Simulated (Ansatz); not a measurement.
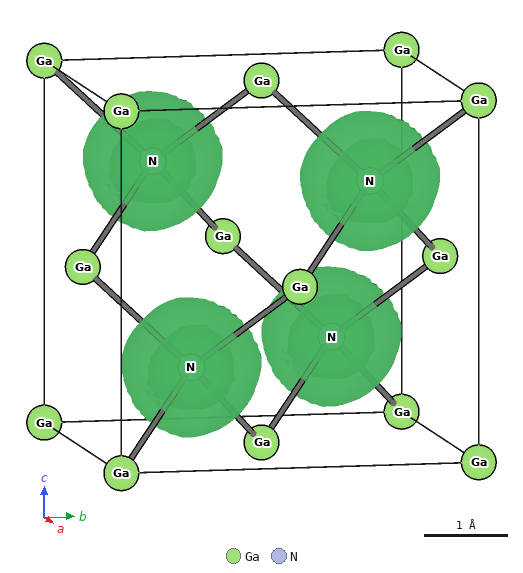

Figure. GaN. Isosurface of the ELF at 0.75 (green), seen slightly off an axis. Only the valence region is drawn (cores and ρ < 0.01 e/Å³ removed). Sticks mark near contacts.

Space group F-43m; a structure from a database of computed crystals, not necessarily the ambient phase; computed pressure about 14 GPa in this cell.

The calculation used Ansatz 0.2.0, Kohn-Sham DFT of a periodic cell, PBE, Ansatz PAW small core.

In a PAW calculation such maps are meaningful between the atoms, not at the nuclei.

```
Ga N
1.0
     4.44609    0.00000    0.00000
     0.00000    0.00000   -4.44609
     0.00000    4.44609    0.00000
Ga N
4 4
Cartesian
  2.2230 0.0000 -2.2230
  0.0000 2.2230 -2.2230
  0.0000 0.0000 0.0000
  2.2230 2.2230 0.0000
  1.1115 1.1115 -3.3346
  3.3346 3.3346 -3.3346
  3.3346 1.1115 -1.1115
  1.1115 3.3346 -1.1115
```

> Where are the electrons localised?

At this value the surface marks out four regions wrapped around N (the valence shell of each), counted in one cell of 8 atoms. Any copies at cell faces, edges or corners count once.

Values along the shortest contacts:
Ga–N (1.93 Å): the ELF peaks at about 0.85 in the valence shell of N, 0.6 Å from its nucleus, and is about 0.50 at the midpoint.

> Metal or insulator at this level of theory?

It is gapped, with a Kohn–Sham gap of 2.0 eV on the k-point mesh, an upper bound to the gap of this method.
